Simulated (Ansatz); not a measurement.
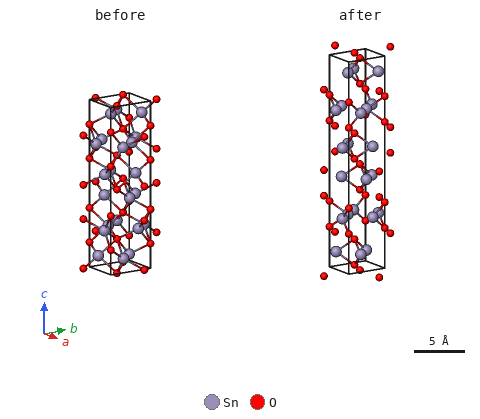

The structure of crystalline Sn3O2 (built on the corundum_167 type) (coarse preliminary run) before (left) and after (right) a relaxation, at one scale.

A ball-and-stick model of the conventional cell (3 times the calculation's cell), seen slightly off an axis. Lengths and directions refer to the drawn axes.

Case: anti-corundum type (R-3c, No. 167).

The calculation used Ansatz 0.2.0, DFT PBE, scalar-relativistic, plane waves, PAW. Settings: plane-wave cutoff 420 eV; k-point mesh 3 × 3 × 3; occupations gaussian; smearing width 0.1 eV; no spin polarisation; cell and atoms relaxed; force threshold 0.04 eV/Å; at most 70 steps.

Question: Describe what moved and what it gained.

Answer: The largest moves relative to the cell, 0.89 Å, are those of O atoms. By element the largest moves are O 0.89 Å, Sn 0.15 Å. The volume changes by +4.4 %, with a = b 6.200 → 5.626 Å (−9.3 %), c 16.927 → 21.458 Å (+26.8 %). Some distances before and after: O–Sn 2.416 → 2.952 Å, O–Sn 2.568 → 2.278 Å. Among the angles between lasting bonds that change: O–Sn–O 84.7° → 69.5°, Sn–O–Sn 79.6° → 90.7°. The space group stays R-3c (No. 167). Over 14 accepted moves (18 points after the start) the energy falls by 198 meV per atom. Largest force component: 0.8 eV/Å at the start, 0.015 eV/Å at the end. Pressure: 4.75 GPa at the start and 0.04 GPa at the end. The line search rejected the trial step at point 14 of the run. At 3 points the geometry stayed and the basis and grid were re-selected for the new cell (energy shift of 19.8 meV per atom at most each time). Cost: 100 s on 1 thread of Intel(R) Xeon(R) Platinum 8375C CPU @ 2.90GHz (Ice Lake), with other jobs on the host, peak memory 0.56 GiB.
